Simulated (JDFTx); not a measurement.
## A series of single points on ZnCu

System: ZnCu (2 atoms in the cell).
Method: Kohn-Sham DFT of a periodic cell, PBEsol, PseudoDojo-SR-PBEsol-0.4.1-standard, no spin polarisation (JDFTx 1.7.0 (patched build)).

The 7 runs differ only in the geometry, by an even scaling of the cell at fixed fractional positions. The structure derives from an entry of the Crystallography Open Database.

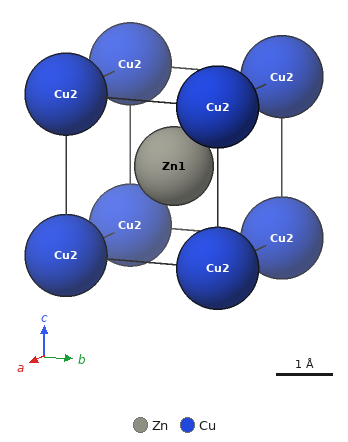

Figure 1. The structure of run 4 (spheres-only view of the cell of the calculation, seen slightly off an axis; atoms are numbered from 1 in the order of the input). An atom can appear more than once, as a periodic image.

### Input of run 4
```
lattice \
    5.5652434370     0.0000000000     0.0000000000 \
    0.0000000000     5.5652434370     0.0000000000 \
    0.0000000000     0.0000000000     5.5652434370
coords-type Lattice
ion Zn     0.5000000000     0.5000000000     0.5000000000 1
ion Cu     0.0000000000     0.0000000000     0.0000000000 1

ion-species pseudo/Zn.upf
ion-species pseudo/Cu.upf
elec-cutoff 46 368
elec-ex-corr gga-PBEsol
kpoint-folding 9 9 9
elec-smearing Fermi 0.0018374661
elec-n-bands 27
electronic-SCF nIterations 100 energyDiffThreshold 1e-09
electronic-minimize nIterations 30 energyDiffThreshold 1e-7
forces-output-coords Cartesian

dump-name run.$VAR
dump End Ecomponents EigStats BandEigs Kpoints Forces Stress
```

Command:
```bash
jdftx -c 1 -i ZnCu.in -o ZnCu.out
```

Run 6 differs from it as follows:
```diff
-    5.5652434370     0.0000000000     0.0000000000 \
-    0.0000000000     5.5652434370     0.0000000000 \
-    0.0000000000     0.0000000000     5.5652434370
+    5.6384787229     0.0000000000     0.0000000000 \
+    0.0000000000     5.6384787229     0.0000000000 \
+    0.0000000000     0.0000000000     5.6384787229
```

### Results, with one run withheld

| run | volume per atom (Å³) | free energy per atom, from the lowest run given (meV) | pressure (GPa) |
| --- | --- | --- | --- |
| 1 | 12.005 | 3.19 | 3.57 |
| 2 | 12.260 | 0.00 | 0.44 |
| 3 | 12.516 | 1.47 | −2.29 |
| 4 | 12.771 | 7.03 | −4.71 |
| 5 | 13.026 | 16.22 | −6.84 |
| 6 | 13.282 | ? | ? |
| 7 | 13.537 | 43.82 | −10.37 |

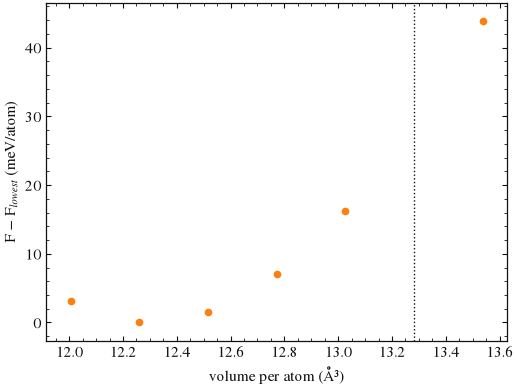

Figure 2. Free energy per atom of the runs given; the dotted line marks run 6.

Fit the runs given and predict run 6.

A cubic polynomial in V^(−2/3) (the Birch–Murnaghan form), fitted to the 6 runs given, misses them by at most 0.01 meV per atom. With x = V^(−2/3) − 0.18401 Å⁻², it reads F = 4.3461 − 2416.9 x + 3.2761e+05 x² + 9.418e+05 x³ (meV per atom). At run 6 it gives 28.64 meV per atom, and the run itself gives 28.62. The slope of the fit gives a pressure −dF/dV of −8.70 GPa there, and the run prints −8.73 GPa. The fit has its minimum at 12.303 Å³ per atom, where V d²F/dV² gives 138 GPa: the bulk modulus at this level, since symmetry fixes the shape and the positions.

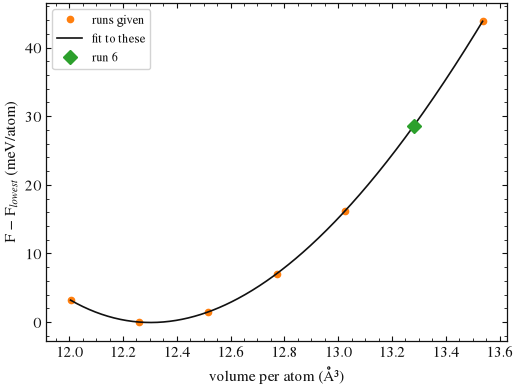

Figure 3. The fit and the withheld run.

### Some lines of the output (run 6)
```
[...]
unit cell volume = 179.261
     Etot =     -391.9397158197820090
        F =     -391.9398839196023232
	HOMO-LUMO gap: +0.006253
	Optical gap  : +0.035433 at state 30 ( [ +0.222222 +0.444444 +0.444444 ] spin 0 )
```
